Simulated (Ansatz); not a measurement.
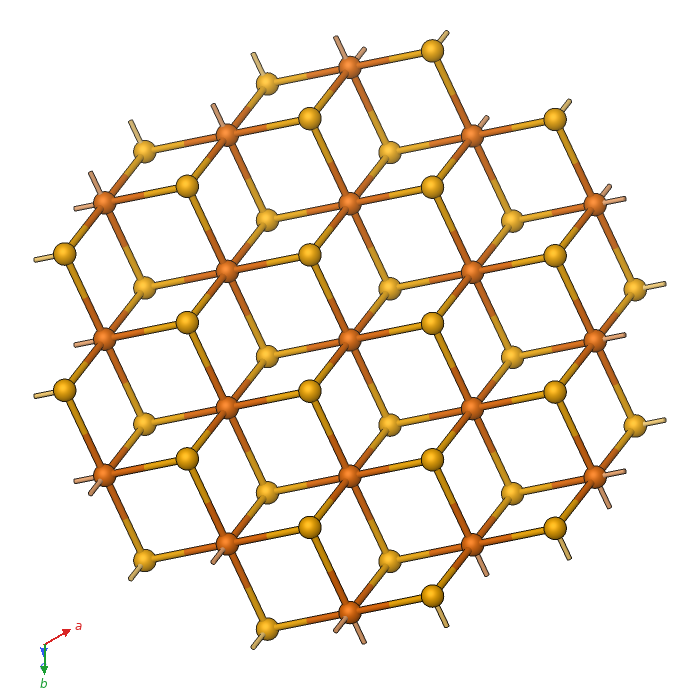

A cut-out of a periodic net derived from a crystal structure. Nodes are coloured by topological kind. One layer is drawn. Edges to nodes outside the piece are drawn as stubs.

Q: Describe the net.

A: A binodal (3,6)-connected, two-periodic (layers) net. It is the kgd net, known from the layers of CdI2 (1T type).

Q: Give point symbol and coordination sequence of each kind of node.

A: 3-connected node: 4^3, sequence 3, 12, 9, 24, 15, 36; 6-connected node: 4^6.6^6.8^3, sequence 6, 6, 18, 12, 30, 18.

The net was derived as follows. TaS2 (space group P-3m1, No. 164). Coordinates: a calculation's input that goes back to an entry of the Crystallography Open Database (an earlier step may have relaxed or displaced it). Bonds are taken as S–Ta below 2.7 Å; no other contact counts. Atoms with one bond or none are removed and atoms with two bonds are replaced by edges, until no such atom is left. S is a 3-connected node; Ta is a 6-connected node, in the ratio 2:1.
